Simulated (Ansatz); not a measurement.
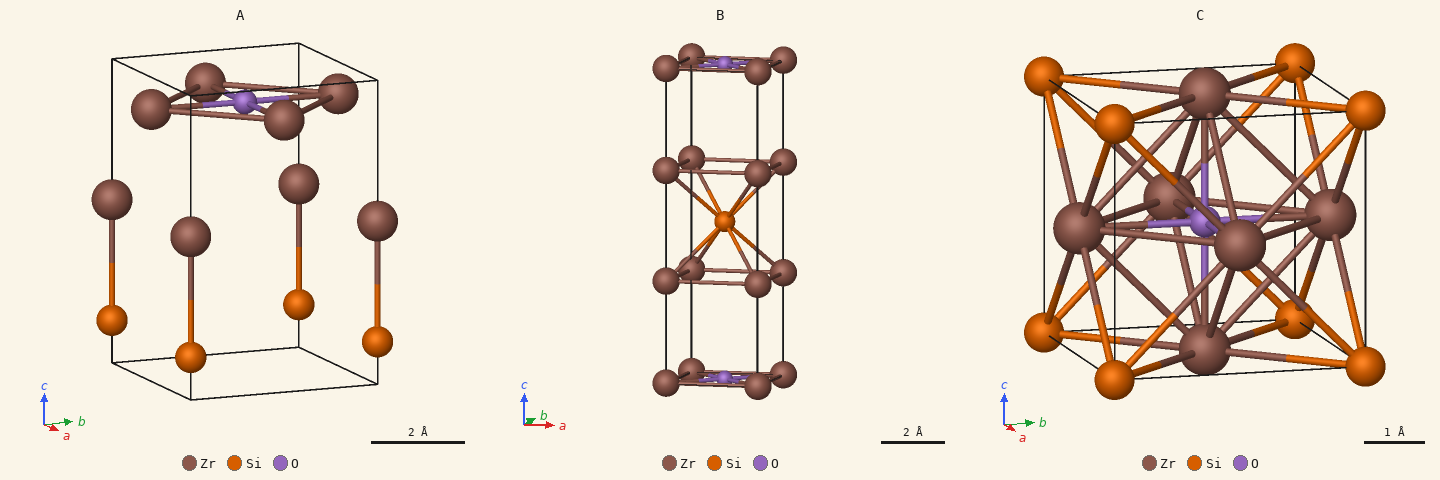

Three structures of Zr$_{3}$SiO, each relaxed to rest (conventional cells in solid outline, small ones repeated, each panel with its own scale). Method: DFT PBE, scalar-relativistic, plane waves, PAW in Ansatz, without spin polarisation.

> What are the structures shown?

A: 5 atoms a cell on a primitive tetragonal lattice, P4mm; B: 5 atoms a cell on a primitive tetragonal lattice, P4/mmm; C: cubic antiperovskite, Pm-3m.

> Which of these is lowest in energy, and how far above it do the others lie?

C, then B (+283 meV/atom) and A (+655 meV/atom), energies at zero smearing.

> Collect the results in a table.

| panel | structure | E − E(lowest) (meV/atom) | volume (Å³/atom) | gap (eV) |
| --- | --- | --- | --- | --- |
| C | Pm-3m | 0 | 17.0 | metal |
| B | P4/mmm | 283 | 19.1 | metal |
| A | P4mm | 655 | 25.4 | metal |

Some of these may be structure types tried for this composition rather than known phases, and the most stable form need not be among them. Gaps are taken on the k-mesh or band path of each run.
